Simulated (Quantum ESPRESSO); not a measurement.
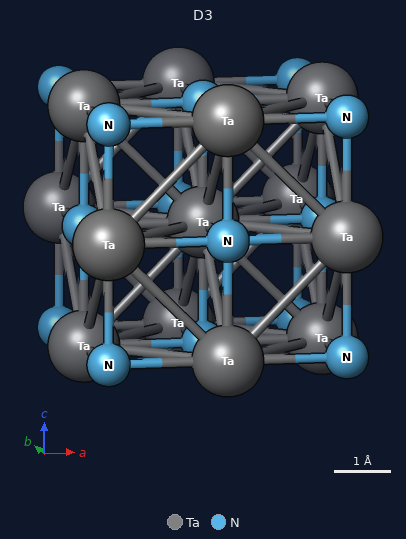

Crystalline TaN (set up in Fm-3m), relaxed (cell and atoms) with several dispersion corrections. The picture shows the result with D3. Style: ball-and-stick. Shown: the conventional cell (4 times the calculation's cell), slightly off an axis. Lengths and directions refer to the drawn axes.

Computed with Quantum ESPRESSO 7.5: PBE, PseudoDojo 0.4.1 SR PBE standard. Set-up: plane-wave cutoff 1143 eV; k-point mesh 10 × 10 × 10; occupations fermi-dirac; smearing width 0.05 eV; no spin polarisation.

```json
{"dispersion correction": "D3", "volume (Å³/atom)": "10.576", "a (Å)": "4.390"}
{"dispersion correction": "none", "volume (Å³/atom)": "10.758", "a (Å)": "4.415"}
{"dispersion correction": "D3M(BJ)", "volume (Å³/atom)": "?", "a (Å)": "?"}
{"dispersion correction": "D3(BJ)", "volume (Å³/atom)": "10.572", "a (Å)": "4.390"}
{"dispersion correction": "D2", "volume (Å³/atom)": "10.389", "a (Å)": "4.364"}
```

Estimate the missing row from the others, and compare with the calculation.

Answer. With D3M(BJ) the volume is the smallest of the series, below D2 (10.389). The calculation gives 9.880 Å³/atom (a = 4.292 Å). In order of volume: D3M(BJ) < D2 < D3(BJ) ≈ D3 < none; the spread is 8.9 %.

Each member starts from this one structure; whether another phase lies lower wasn't checked.
